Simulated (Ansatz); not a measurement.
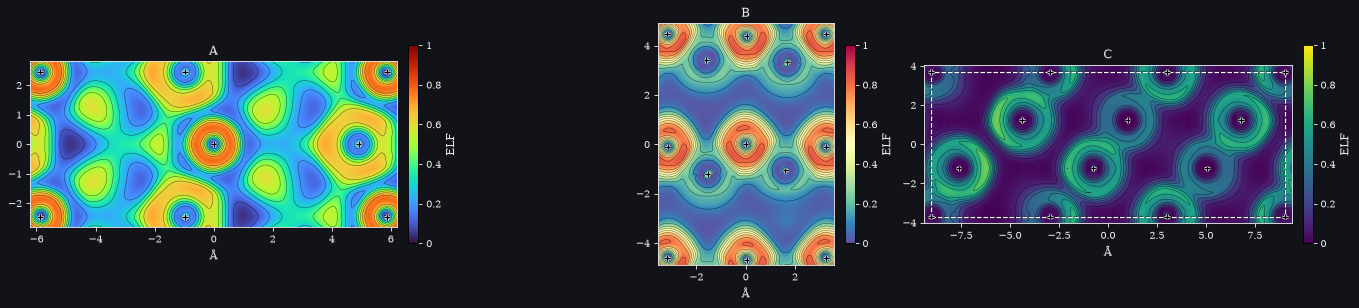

The ELF of 3 systems, each on a plane through atoms (crosses mark nuclei in the plane).

The calculation used DFT PBE, scalar-relativistic, plane waves, PAW in Ansatz 0.2.0.

System 1: Ge2Sb2Te5, the (110) plane of the conventional cell. Space group P-3m1; a structure from a database of computed crystals, not necessarily the ambient phase.

System 2: Ga8N9 (cell with a defect), the (011̄) plane of the calculation cell. Spin-polarised.

```
Ga N
1.0
     0.00000    4.54848   -4.54848
     4.54848    4.54848    0.00000
     4.54848    0.00000   -4.54848
Ga N
8 9
Cartesian
  6.6864 4.6002 -2.4558
  4.4697 2.2589 -2.3744
  6.5716 6.6914 -4.5652
  4.5701 4.5733 -4.5118
  4.4930 4.5258 -0.0912
  2.2308 2.2517 -0.0474
  4.6379 6.6903 -2.3785
  2.1895 4.5129 -2.3263
  1.1484 1.0693 -1.1764
  3.3474 3.3845 -1.2100
  1.0510 3.3978 -3.4706
  3.3592 5.6521 -3.4451
  3.3304 1.1181 -3.5196
  5.6371 3.3702 -3.4749
  3.9710 3.1514 -5.5162
  5.5383 5.6119 -5.7886
  2.6872 3.2495 -5.8996
```

System 3: NbAs, the (110) plane of the conventional cell. Space group I4₁md.

### Match each panel to its system.

Panel A is system 3, NbAs: the plane holds Nb and As. Nb–As (2.64 Å): the ELF is about 0.40 at the midpoint. Panel B is system 2, Ga8N9: the plane holds Ga and N. Ga–N (1.91 Å): the ELF peaks at about 0.85 in the valence shell of N, 0.6 Å from its nucleus, and is about 0.45 at the midpoint. Panel C is system 1, Ge2Sb2Te5: the plane holds Ge, Sb and Te. Ge–Te (2.84 Å): the ELF peaks at about 0.70 in the valence shell of Te, 1.3 Å from its nucleus, and is about 0.70 at the midpoint.
